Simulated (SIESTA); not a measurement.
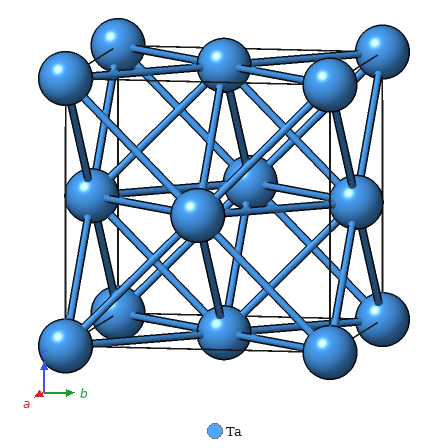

System: Ta, space group Fm-3m (No. 225). The picture shows the conventional cell.

Structure:
```
Ta
1.0
     0.00000    2.11000    2.11000
     2.11000    0.00000    2.11000
     2.11000    2.11000    0.00000
Ta
1
Direct
  0.00000 0.00000 0.00000
```

Computed with SIESTA 5.4.2: DFT in numerical atomic orbitals with pseudopotentials, no spin polarisation; energies at scaled volumes of the given cell, shape and fractions fixed, counted from the fit's minimum, third-order Birch-Murnaghan fit. Level: LDA.

```csv
setting,value
k mesh,11×11×11
occupations,Fermi–Dirac
smearing width,0.05 eV
potentials,"PseudoDojo 0.4 standard, converted to PSML, two zetas on semicore shells"
program settings,"basis DZP, mesh cutoff 800 Ry"
```

Describe the result: the energy and pressure against volume. The volume takes the values 17.66, 18.04, 18.41, 18.79, 19.16, 19.54, 19.92 Å³/atom.

A third-order Birch–Murnaghan fit gives V0 = 17.83 Å³/atom, B0 = 216 GPa and B′ = 3.2. The energy rises from 1 meV/atom at volume 17.66 Å³/atom to 140 meV/atom at 19.92 Å³/atom. The pressure falls from 2.12 GPa at volume 17.66 Å³/atom to −19.95 GPa at 19.92 Å³/atom, and changes sign near 17.84 Å³/atom.

```
volume (Å³/atom)  energy (meV/atom)  pressure (GPa)
           17.66                  1            2.12
           18.04                  2           -2.40
           18.41                 12           -6.52
           18.79                 32          -10.35
           19.16                 61          -13.86
           19.54                 97          -17.04
           19.92                140          -19.95
```

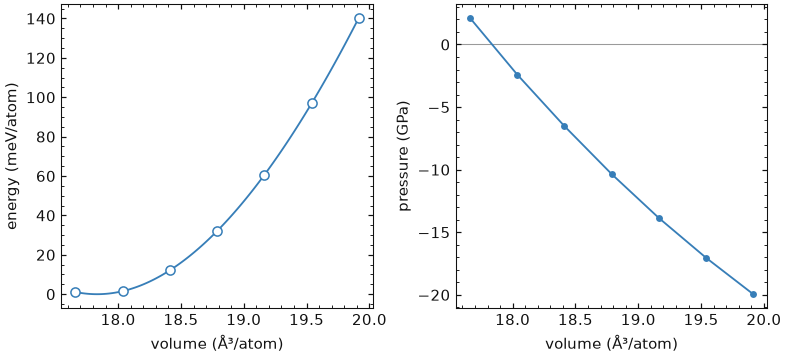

Note: mulliken charges of long orbitals; short basis over semicore shells.
